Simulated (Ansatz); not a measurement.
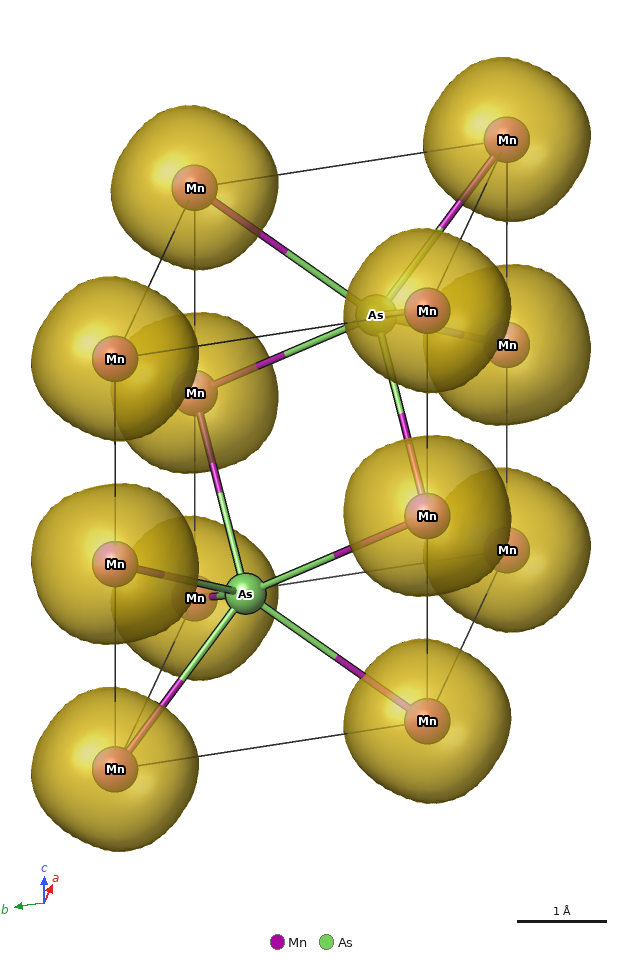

Figure. MnAs. Isosurface of the spin density at +0.2 e/Å³ (yellow), seen at an oblique angle. Sticks mark near contacts.

Space group P6₃/mmc; started from the MnAs prototype; computed pressure about 14 GPa in this cell; spin-polarised.

These are results of DFT HSE06, scalar-relativistic, plane waves, PAW (Ansatz), not measurements.

In a PAW calculation such maps are meaningful between the atoms, not at the nuclei.

```
Mn As
1.0
     3.64843    0.00000    0.00000
    -1.82421    3.15963    0.00000
     0.00000    0.00000    5.49617
Mn As
2 2
Cartesian
  0.0000 0.0000 0.0000
  0.0000 0.0000 2.7481
  0.0000 2.1064 1.3740
  1.8242 1.0532 4.1221
```

Where is the spin, and how is it ordered?

The spin density sits on Mn: +3.8 μB (×2) in one cell of 4 atoms, with smaller moments on other sites: As (up to −0.20 μB): parallel main moments (a ferromagnetic arrangement) in this solution. The cell of the calculation (4 atoms) carries 7.4 μB of net spin moment.
